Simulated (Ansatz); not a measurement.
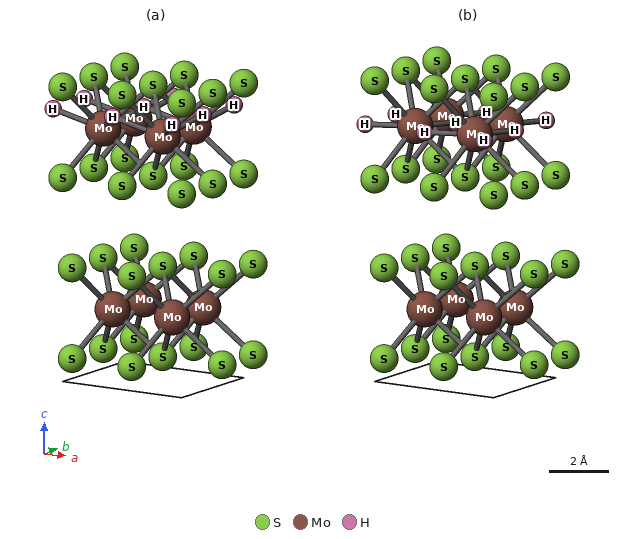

The structure of a slab of composition Mo₂HS₄ (cut from the R3m phase) before (left) and after (right) a constrained relaxation, at one scale.

The picture is a ball-and-stick view of the 2 × 2 repeat of the cell, outlined in the plane, without the vacuum, seen slightly off an axis.

Case: H put at a hollow S-S-S site. The slab is the (0 0 1) face of MoS2 with H on it. 3 atoms are held fixed.

These are results of DFT PBE+D3(BJ), scalar-relativistic, plane waves, PAW in Ansatz 0.2.0, not measurements. (plane-wave cutoff 420 eV; k-point mesh 9 × 9 × 1; occupations gaussian; smearing width 0.05 eV; collinear spin; dipole correction; atoms relaxed in a fixed cell; force threshold 0.03 eV/Å; at most 70 steps)

Question: Summarise the run.

Answer: The energy falls by 0.565 eV per cell of the calculation in 4 accepted moves (5 points after the start). Largest force component: 2.2 eV/Å at the start, 0.0068 eV/Å at the end. 1 step only repeated the SCF at the same geometry. The largest move is that of the H atom, 0.54 Å along the normal (−c). Largest moves by element: H 0.54 Å, S 0.21 Å, Mo 0.08 Å. The cell stays as it was. Some distances before and after: H–Mo 1.919 → 1.820 Å, Mo–S 2.401 → 2.488 Å. Bond angles that change, for instance: Mo–H–Mo 110.5° → 120.0°, Mo–S–Mo 82.1° → 78.7°. Cost: 100 s on 2 threads of Arm Neoverse V2, with other jobs on the host, peak memory 0.56 GiB.

Limits of the set-up: the periodic images lie only 3.2 Å apart, so the values are limited by the cell's size.
